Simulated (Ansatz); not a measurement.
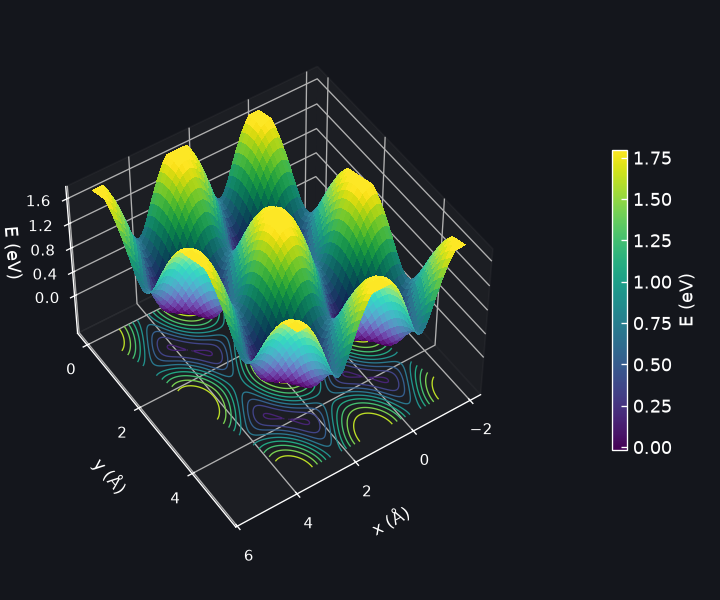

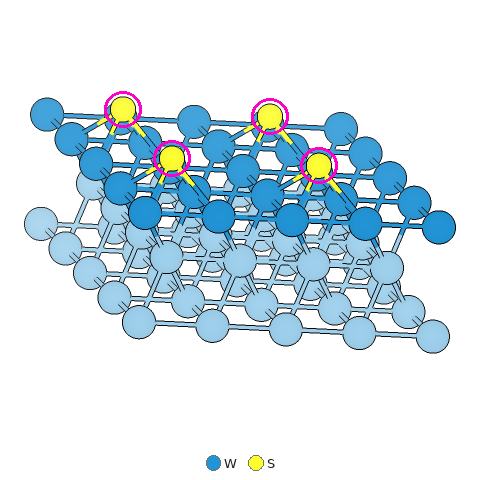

Energy landscape of S on a W(110) slab cut from the Im-3m phase, its upper half relaxed before the scan (12 atoms of substrate and one adsorbate in a 2 × 2 cell). S is moved over the surface cell; relaxed at each place: the height of the adsorbate's atoms; substrate rigid; the origin of the map has the adsorbate above W9. Places are given modulo a cell vector. The map is drawn in real space over the plane of the surface. Grid: 6 × 6 points; 13 points were computed and 23 follow by symmetry. Places are given in fractions of the 1 × 1 surface cell. All energies are given in eV relative to the lowest grid point. Theory: Ansatz 0.2.0, DFT PBE, scalar-relativistic, plane waves, PAW. Settings: cutoff 420 eV, k-mesh 5×5×1, gaussian smearing 0.1 eV, no spin polarisation.

In the figure: a relief with its contours projected below, any walls above the top of the colour scale cut off. Between grid points the surface is interpolated. The second picture is the structure at the lowest point; rings mark the moved atoms.

Describe this landscape.

The lowest grid point is at a bridge site between two W atoms, over a second-layer W atom, (3/6, 3/6) of the cell vectors. No other kind of well shows on this grid. The highest grid point, the top site over a surface W atom, (0/6, 0/6) of the cell vectors, lies 1.90 eV above the lowest. At the lowest point the adsorbate has 2 W at 2.37 Å as nearest neighbours, at the highest 1 W at 2.21 Å. Its relaxed height above the top atom is 1.75 Å at the lowest and 2.21 Å at the highest point.

The input of one point:

```yaml
crystal:
  lattice:
    - [5.5143287168, 0.0, 0.0]
    - [-1.8381095723, 5.1989589724, 0.0]
    - [0.0, 0.0, 19.856216094]
  atoms:
    - { symbol: W, position: [0.25, 0.25, 0.2014482508] }
    - { symbol: W, position: [0.25, 0.75, 0.2014482508] }
    - { symbol: W, position: [0.75, 0.25, 0.2014482508] }
    - { symbol: W, position: [0.75, 0.75, 0.2014482508] }
    - { symbol: W, position: [0.0, 0.0, 0.3111437106] }
    - { symbol: W, position: [0.0, 0.5, 0.3111437106] }
    - { symbol: W, position: [0.5, 0.0, 0.3111437106] }
    - { symbol: W, position: [0.5, 0.5, 0.3111437106] }
    - { symbol: W, position: [0.25, 0.25, 0.4208362789] }
    - { symbol: W, position: [0.25, 0.75, 0.4208362789] }
    - { symbol: W, position: [0.75, 0.25, 0.4208362789] }
    - { symbol: W, position: [0.75, 0.75, 0.4208362789] }
    - { symbol: S, position: [0.5, 0.5, 0.504437303] }
basis:
  ecutwfc: 420
kpoints:
  mp_grid: { grid: [5, 5, 1] }
hamiltonian:
  xc: pbe
  pseudopotentials: { kind: paw, azcp: { folder: soft_1 } }
scf:
  occupations: { method: gaussian, width: 0.1 }
output:
  forces: true
  eigenvalues: true
relax:
  adjacent_minimum: "off"
  f_tol: 0.025
  max_steps: 16
  constraints:
    - { sites: [0, 1, 2, 3, 4, 5, 6, 7, 8, 9, 10, 11] }
    - { sites: [12], fix: xy }
efield:
  axis: 3
  dipole_correction: true
  ramp_width: 0.04
```

The whole map (13 points run) took 12 min on 4 threads of Intel(R) Xeon(R) Platinum 8488C (Sapphire Rapids), on a shared host.
